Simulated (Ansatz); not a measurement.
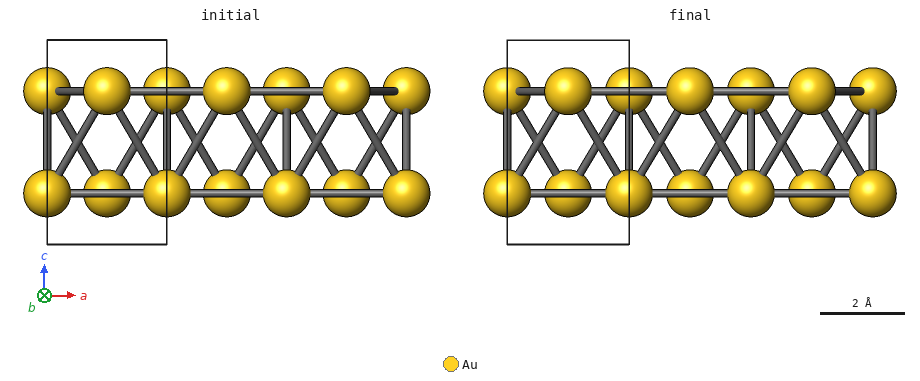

The structure of a crystal of Au (set up in Cmcm) before (left) and after (right) a relaxation, at one scale.

A ball-and-stick model of the conventional cell (2 times the calculation's cell), repeated 3 × 1 × 1 with one cell outlined, seen along the b axis. Lengths and directions refer to the drawn axes.

Case: cell and atoms relaxed tightly for response.

Method: DFT PBE, scalar-relativistic, plane waves, PAW (Ansatz).

Input
```yaml
crystal:
  lattice:
    - [1.4327106726, -2.570381038, 0.0]
    - [1.4327106726, 2.570381038, 0.0]
    - [0.0, 0.0, 4.8921328889]
  atoms:
    - { symbol: Au, position: [0.6639514436, 0.3360485564, 0.25] }
    - { symbol: Au, position: [0.3360485564, 0.6639514436, 0.75] }
basis:
  ecutwfc: 420
kpoints:
  mp_grid: { grid: [16, 16, 10] }
hamiltonian:
  xc: pbe
scf:
  occupations: { method: fermi_dirac, width: 0.15 }
output:
  forces: true
  stress: true
  eigenvalues: true
relax:
  adjacent_minimum: "off"
  f_tol: 0.001
  max_steps: 60
  cell: { stress_tol: 0.01 }
```

Launched with:
```bash
ansatz run input.yaml --threads 1 --pin off --max-ram 3072MiB --backend cpu --events-out ev --progress --plain --runs-dir out
```

Q: Describe what moved and what it gained.

A: The energy falls by 2.3 meV per cell of the calculation in 4 accepted moves (6 points after the start). Largest force component: 0.0065 eV/Å at the start, under 0.0001 eV/Å at the end. The pressure goes from 0.02 to 0.00 GPa. The line search rejected the trial step at point 3 of the run. The SCF was repeated once at an unchanged geometry on a basis and grid sized afresh for the cell, which shifted the energy by less than 0.05 meV per cell of the calculation at most. The largest moves relative to the cell, 0.014 Å, are those of Au1 and Au2. Au1 goes along −b. The drawn cell changes at constant volume: a 2.865 → 2.916 Å (+1.8 %), b 5.141 → 5.052 Å (−1.7 %), c 4.892 → 4.889 Å (−0.1 %). Among the contacts that change: Au1–Au1 2.865 → 2.916 Å, Au1–Au1 (another image) 2.943 → 2.917 Å. The space group (tolerance 0.01 Å) goes from Cmcm (No. 63) to P6_3/mmc (No. 194).
